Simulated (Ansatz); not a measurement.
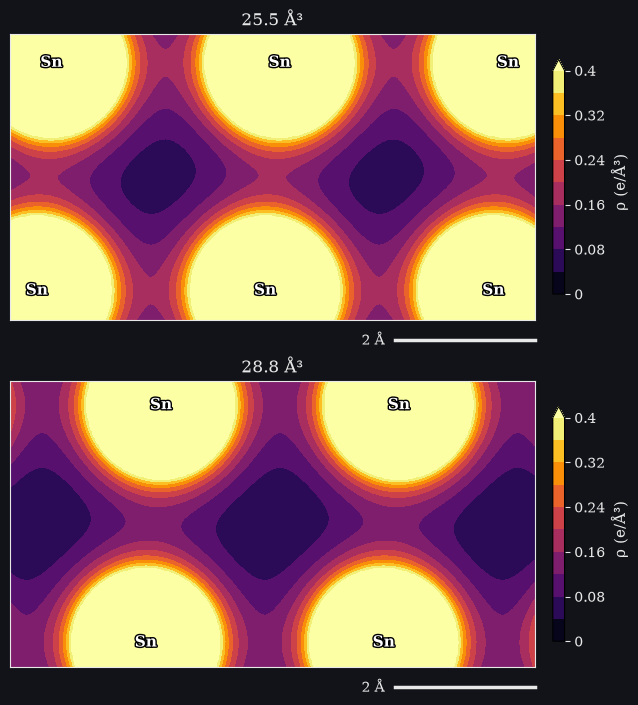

Sn. The valence charge density (pseudo) of cells scaled evenly to different volumes (given per atom above each panel), on the (11̄0) plane of each (indices in the axes of the cell below), at one length scale and on one colour scale.

All numbers below come from DFT PBE, scalar-relativistic, plane waves, PAW (Ansatz).

Core electrons are frozen (PAW), and the valence fields are smoothed inside the atomic spheres.

The largest cell:

```
Sn
1.0
    -1.75778    1.75778    2.33219
     1.75778   -1.75778    2.33219
     1.75778    1.75778   -2.33219
Sn
1
Direct
  0.00000 0.00000 0.00000
```

| volume (Å³/atom) | Sn–Sn contact in the plane (Å) | ρ at its midpoint (e/Å³) | pressure (GPa) | 
| --- | --- | --- | --- |
| 25.47 | 3.271 | 0.165 | 5.6 | 
| 27.98 | 3.375 | ? | ? | 
| 28.82 | 3.409 | 0.135 | −1.3 | 

### What values belong in the row with question marks?

Over the known rows ln ρ falls by 1.45 per Å of Sn–Sn distance (the line through the two), which gives 0.142 e/Å³ at 3.375 Å; the calculation gives 0.142 e/Å³. For the pressure, a straight line in volume between the neighbouring rows gives 0.4 GPa; the calculation gives 0.0, lower because pressure rises ever faster on compression.
